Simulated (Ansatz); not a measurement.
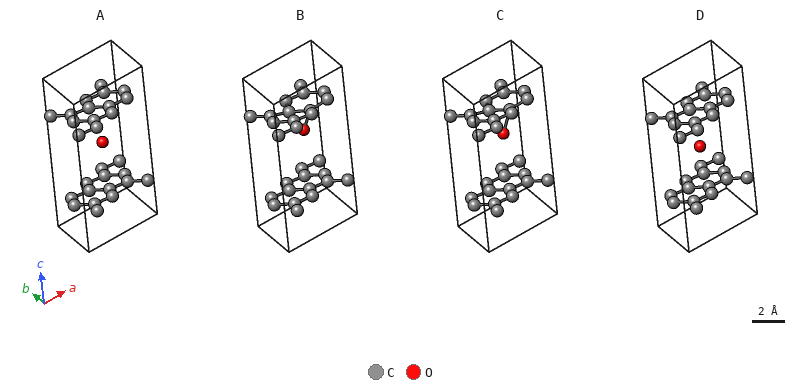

4 geometries from one relaxation of a defect cell of composition C₂₈O, in shuffled order. A ball-and-stick model of the cell of the calculation, reduced to other axes (origin shifted), seen slightly off an axis. Lengths and directions refer to the drawn axes.

Case: O interstitial, charge +0, atoms relaxed.

Theory: DFT PBE, scalar-relativistic, plane waves, PAW in Ansatz. Settings: plane-wave cutoff 420 eV; k-point mesh 4 × 4 × 4; occupations gaussian; smearing width 0.1 eV; no spin polarisation; atoms relaxed in a fixed cell; force threshold 0.02 eV/Å; at most 60 steps.

> Put them in the order of the run, from the start to the converged end.

D, A, C, B. They are steps 0, 3, 6, 12, at +2.747 eV per cell of the calculation, +2.484 eV per cell of the calculation, +0.621 eV per cell of the calculation relative to the last. The energy falls by 2.747 eV per cell of the calculation in 12 geometry steps. The largest force component goes from 0.4 to 0.016 eV/Å. The O atom moves most: 1.25 Å along [2 1 2]. Largest moves by element: O 1.25 Å, C 0.21 Å. The cell doesn't change. Among the contacts that change: C–O 2.477 → 1.463 Å, C–C 1.424 → 1.497 Å, C–C 1.424 → 1.462 Å, C–C 1.424 → 1.392 Å. New bonds form: C–O (2.47 → 1.46 Å), C–O (2.48 → 1.46 Å).

Limits of the set-up: the periodic images lie only 6.5 Å apart, so the values are limited by the cell's size.
